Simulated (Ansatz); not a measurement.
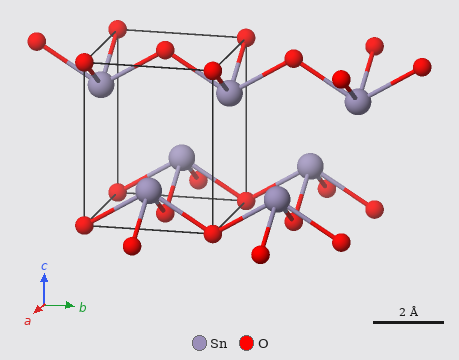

The starting point is a symmetric starting cell of SnO. A ball-and-stick model of the cell of the calculation, repeated 1 × 2 × 1 with one cell outlined, seen slightly off an axis.

Method: DFT PBE, scalar-relativistic, plane waves, PAW (Ansatz 0.2.0). Settings: plane-wave cutoff 420 eV; k-point mesh 10 × 10 × 8; occupations gaussian; smearing width 0.1 eV; no spin polarisation.

The variant: The cell is strained by −0.8 % along [1 −1 0], −2.8 % along [1 1 0], −3.0 % along c (volume −6.4 %) and atoms are displaced by up to 0.42 Å (root mean square over those that move 0.24 Å) relative to the cell: O3 0.16 Å along +c, Sn1 0.42 Å along −c. No relaxation follows. The starting cell wasn't computed here and needn't be at equilibrium, so pressure and forces aren't due to the change alone.

Input file:
```yaml
crystal:
  lattice:
    - [3.73519886, -0.03802, 0.0]
    - [-0.03802, 3.73519886, 0.0]
    - [0.0, 0.0, 4.69082328]
  atoms:
    - { symbol: Sn, position: [0.0, 0.5, 0.1495006113] }
    - { symbol: Sn, position: [0.5, 0.0, 0.7819087207] }
    - { symbol: O, position: [0.0, 0.0, 0.034295334] }
    - { symbol: O, position: [0.5, 0.5, 0.034295334] }
basis:
  ecutwfc: 420
kpoints:
  mp_grid: { grid: [10, 10, 8] }
hamiltonian:
  xc: pbe
scf:
  occupations: { method: gaussian, width: 0.1 }
output:
  forces: true
  stress: true
  eigenvalues: true
```

Command:
```bash
ansatz run input.yaml --threads 1 --pin off --max-ram 1331MiB --backend cpu --events-out ev --progress --plain --runs-dir out
```

Question: What is the effect?

Answer: The pressure is 37.4 GPa (not all of it need come from the change, since the unchanged cell can be under pressure at this level too). The principal stresses (compression positive) are 48.1 GPa along [1 1 0], 45.4 GPa along [1 −1 0], 18.8 GPa along c. The largest force is 8.8 eV/Å, on Sn1, along +c. The forces mostly point back along the displacements (cosine −0.96). Among the bonded contacts that change: O–Sn 2.224 → 1.944 to 2.211 Å. The space group (tolerance 0.01 Å) goes from P4/nmm (No. 129) to Cmm2 (No. 35).

Drawn alike, the variant:

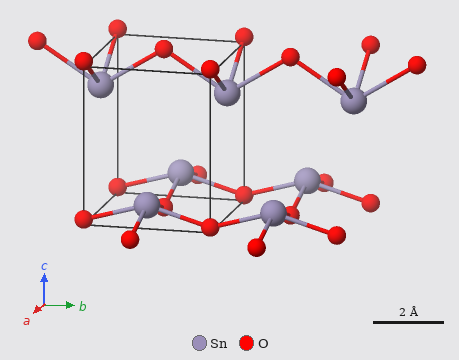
